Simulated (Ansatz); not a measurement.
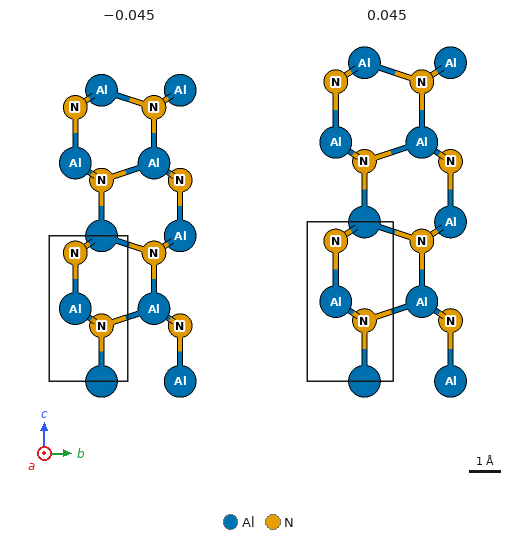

Solid AlN (set up in P6_3mc), under equal strain along all axes (cell held, atoms relaxed), with energies (extrapolated to zero smearing) counted from the relaxed crystal, which is the row at zero. The picture shows the first and the last member. A ball-and-stick model of the cell of the calculation, repeated 1 × 2 × 2 with one cell outlined, seen along the a axis.

Computed with Ansatz 0.2.0: DFT r2SCAN, scalar-relativistic, plane waves, PAW. Settings: plane-wave cutoff 500 eV; k-point mesh 12 × 12 × 6; occupations gaussian; smearing width 0.02 eV; no spin polarisation; atoms relaxed in a fixed cell; force threshold 0.008 eV/Å.

```json
{"strain": "−0.045", "energy (meV/atom)": "142.06", "a (Å)": "2.967", "c (Å)": "4.755", "band gap (eV)": "5.78"}
{"strain": "−0.03", "energy (meV/atom)": "60.45", "a (Å)": "3.013", "c (Å)": "4.829", "band gap (eV)": "5.74"}
{"strain": "−0.015", "energy (meV/atom)": "?", "a (Å)": "?", "c (Å)": "?", "band gap (eV)": "?"}
{"strain": "0.0", "energy (meV/atom)": "0.00", "a (Å)": "3.107", "c (Å)": "4.979", "band gap (eV)": "4.88"}
{"strain": "0.015", "energy (meV/atom)": "13.28", "a (Å)": "3.153", "c (Å)": "5.053", "band gap (eV)": "4.48"}
{"strain": "0.03", "energy (meV/atom)": "50.96", "a (Å)": "3.200", "c (Å)": "5.128", "band gap (eV)": "4.09"}
{"strain": "0.045", "energy (meV/atom)": "109.98", "a (Å)": "3.246", "c (Å)": "5.203", "band gap (eV)": "3.72"}
```

Q: Fill in the missing row.

A: A parabola through three neighbouring rows (−0.045, −0.03, 0.0) gives, with Lagrange weights, (−0.3333)(142.06) + (1.0000)(60.45) + (0.3333)(0.00) = 13.10 meV/atom. The calculation gives 14.48 meV/atom (a = 3.060 Å, c = 4.904 Å). The estimate is 1.38 meV/atom too low. For the gap a parabola through the rows −0.045, −0.03, 0.0 gives 5.44 eV, and the calculation 5.30 eV (semilocal gaps, lower than measured ones as a rule). From the first member to the last: Al–N 1.802 → 1.975 Å, Al–N 1.818 → 1.980 Å.

The whole series:

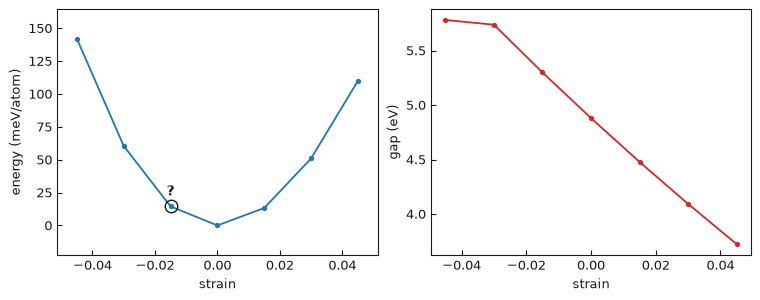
